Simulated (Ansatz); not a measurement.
Input file:

```
crystal:
  lattice:
    - [0.0, 2.7150196215, 2.7150196215]
    - [2.7150196215, 0.0, 2.7150196215]
    - [2.7150196215, 2.7150196215, 0.0]
  atoms:
    - { symbol: Cd, position: [0.0, 0.0, 0.0] }
    - { symbol: F, position: [0.25, 0.25, 0.25] }
    - { symbol: F, position: [0.75, 0.75, 0.75] }
basis:
  ecutwfc: 420
kpoints:
  mp_grid: { grid: [8, 8, 8] }
hamiltonian:
  xc: pbe
scf:
  occupations: { method: gaussian, width: 0.02 }
output:
  forces: true
  stress: true
  eigenvalues: true
  write_density: true
  write_potential: true
  elf: true
  volumetric_format: npy
relax:
  adjacent_minimum: "off"
  f_tol: 0.008
  max_steps: 50
  cell: { stress_tol: 0.08, p_target: 3.0 }
```

Launched as:

```sh
ansatz run input.yaml --threads 1 --pin off --max-ram 2560MiB --backend cpu --events-out ev --progress --plain --runs-dir out
```

Below, planes, directions and counts refer to the conventional cell (a = 5.43 Å, b = 5.43 Å, c = 5.43 Å, α = 90.00°, β = 90.00°, γ = 90.00°).

Space group Fm-3m; computed pressure about 3 GPa in this cell.

Computed with DFT PBE, scalar-relativistic, plane waves, PAW (Ansatz 0.2.0).

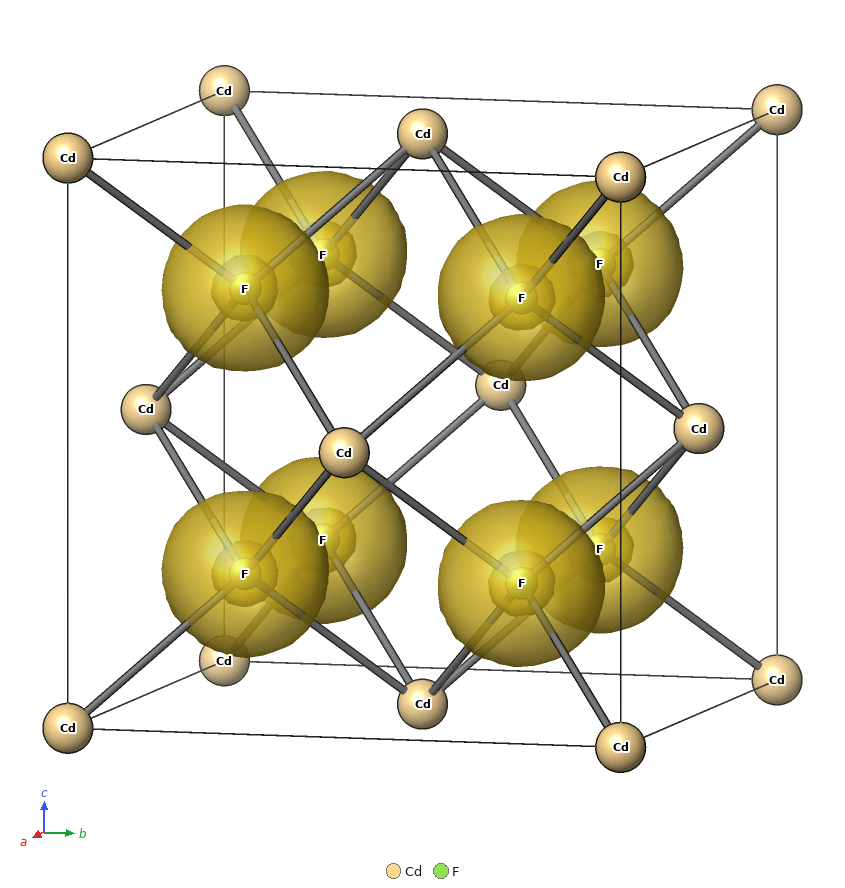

CdF2. Isosurface of the ELF at 0.7 (yellow), seen slightly off an axis. Core shells and regions of very low density are left out. Sticks mark near contacts.

In a PAW calculation such maps are meaningful between the atoms, not at the nuclei.

### Where are the electrons localised?

The surface consists of eight regions wrapped around F (the valence shell of each), counted in one cell of 12 atoms. Any copies at cell faces, edges or corners count once.

Values along the shortest contacts:
Cd–F (2.35 Å): the ELF peaks at about 0.80 in the valence shell of F, 0.6 Å from its nucleus, and drops to about 0.05 between the two atoms: no shared electron pair shows on this line.
